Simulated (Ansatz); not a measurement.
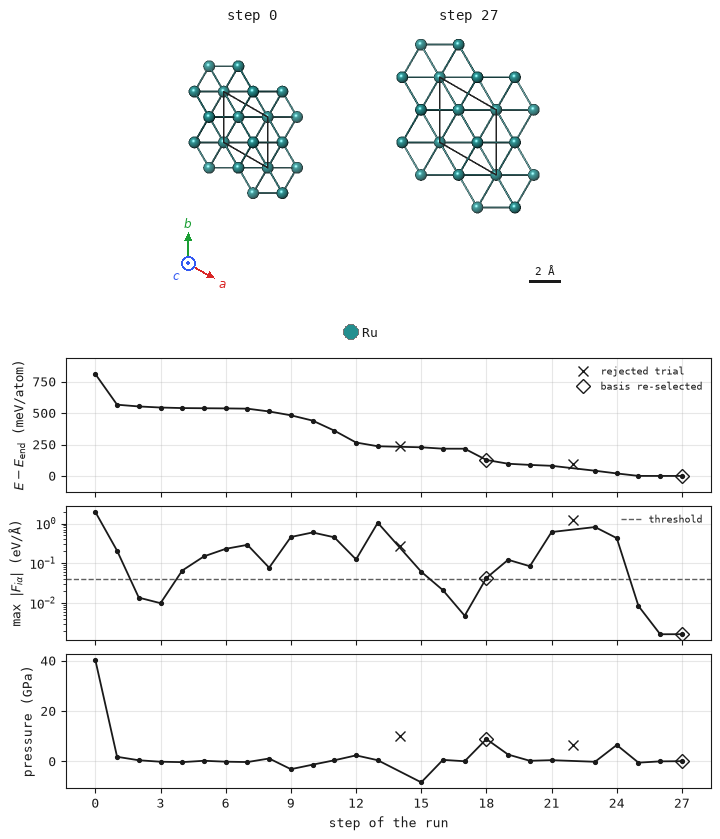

First and last geometry of a relaxation of a crystal of Ru (built on the Sb_166 type) (coarse preliminary run), with the history of the run. A ball-and-stick model of the conventional cell (3 times the calculation's cell), seen along the c axis. Lengths and directions refer to the drawn axes.

Case: Sb type (R-3m, No. 166).

Computed with DFT PBE, scalar-relativistic, plane waves, PAW in Ansatz 0.2.0.

The input:
```yaml
crystal:
  lattice:
    - [1.6805794631, 0.9702830054, 2.9257363241]
    - [-1.6805794631, 0.9702830054, 2.9257363241]
    - [0.0, -1.9405660108, 2.9257363241]
  atoms:
    - { symbol: Ru, position: [0.23364, 0.23364, 0.23364] }
    - { symbol: Ru, position: [0.76636, 0.76636, 0.76636] }
basis:
  ecutwfc: 420
kpoints:
  mp_grid: { grid: [6, 6, 6] }
hamiltonian:
  xc: pbe
scf:
  occupations: { method: gaussian, width: 0.1 }
  lower_state_search: "off"
output:
  forces: true
  stress: true
  eigenvalues: true
relax:
  adjacent_minimum: "off"
  f_tol: 0.04
  max_steps: 70
  cell: { stress_tol: 0.4 }
```

Q: Did the run converge, and what did it change?

A: It converged. The largest moves relative to the cell, 0.086 Å, are those of Ru1 and Ru2. Ru2 goes along −c. Cell: a = b 3.361 → 4.313 Å (+28.3 %), c 8.777 → 5.290 Å (−39.7 %). Volume −0.7 %. Among the contacts that change: Ru1–Ru2 4.676 → 2.645 Å, Ru1–Ru2 (another image) 4.101 → 2.644 Å, Ru1–Ru2 (another image) 2.269 → 2.642 Å, Ru1–Ru2 (another image) 2.613 → 2.642 Å. New bonds form: Ru1–Ru2 (4.10 → 2.64 Å), Ru1–Ru2 (4.68 → 2.65 Å). Among the angles between lasting bonds that change: Ru2–Ru1–Ru2 80.1° → 109.4°, Ru2–Ru1–Ru2 91.7° → 70.6°, Ru2–Ru1–Ru2 95.6° → 109.5°. The space group (tolerance 0.01 Å) goes from R-3m (No. 166) to Im-3m (No. 229). Over 23 accepted moves (27 points after the start) the energy falls by 811 meV per atom. The largest force component goes from 2 to 0.0016 eV/Å. Pressure: 40.27 GPa at the start and 0.09 GPa at the end. The line search rejected the trial steps at points 14, 22 of the run. The SCF was repeated twice at an unchanged geometry on a basis and grid sized afresh for the cell, which shifted the energy by 89.6 meV per atom at most.
